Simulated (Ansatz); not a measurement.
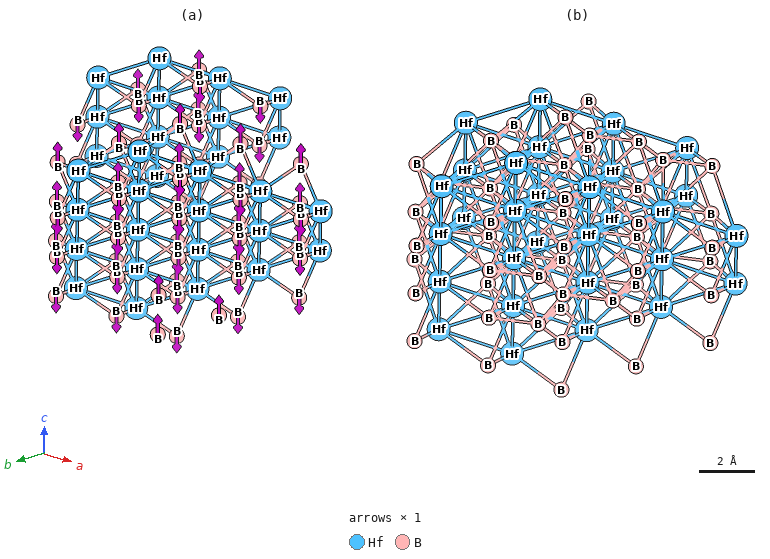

The structure of solid HfB2 (built on the 3R molybdenite_160 type) (coarse preliminary run) before (left) and after (right) a relaxation, at one scale. The purple arrows give the displacements (the part carried along by the change of the cell is left out), at their true length.

The picture is a ball-and-stick view of the atoms within 5.8 Å of the atom that moves most (axes of the conventional cell (3 times the calculation's cell)), seen from a free direction. Lengths and directions refer to the drawn axes.

Case: 3R molybdenite type (R3m, No. 160).

Method: DFT PBE, scalar-relativistic, plane waves, PAW (Ansatz). Settings: plane-wave cutoff 420 eV; k-point mesh 9 × 9 × 9; occupations gaussian; smearing width 0.1 eV; no spin polarisation; cell and atoms relaxed; force threshold 0.04 eV/Å; at most 70 steps.

Q: Describe what moved and what it gained.

A: Over 12 accepted moves (14 points after the start) the energy falls by 15.135 eV per cell of the calculation. The largest force component goes from 12 to 0.0083 eV/Å. Pressure: 164.92 GPa at the start and −0.02 GPa at the end. At 2 points the geometry stayed and the basis and grid were re-selected for the new cell (energy shift of 86.3 meV per cell of the calculation at most each time). A B atom moves most relative to the cell: 0.93 Å along +c. By element the largest moves are B 0.93 Å, Hf 0.15 Å. The drawn cell changes as follows: a = b 2.574 → 3.132 Å (+21.7 %), c 14.951 → 11.607 Å (−22.4 %); the volume changes by +14.9 %. Some distances before and after: B–Hf 3.762 → 2.287 Å, B–Hf 4.044 → 2.580 Å, B–B 2.942 → 1.826 Å, B–Hf 1.924 → 2.718 Å. New bonds form: B–B (2.94 → 1.83 Å), B–Hf (3.76 → 2.29 Å), B–Hf (4.04 → 2.58 Å). Among the angles between lasting bonds that change: Hf–B–Hf 84.0° → 70.4°, Hf–B–Hf 84.0° → 81.3°. The space group stays R3m (No. 160). The run took of the order of 3 core-minutes on a shared host.
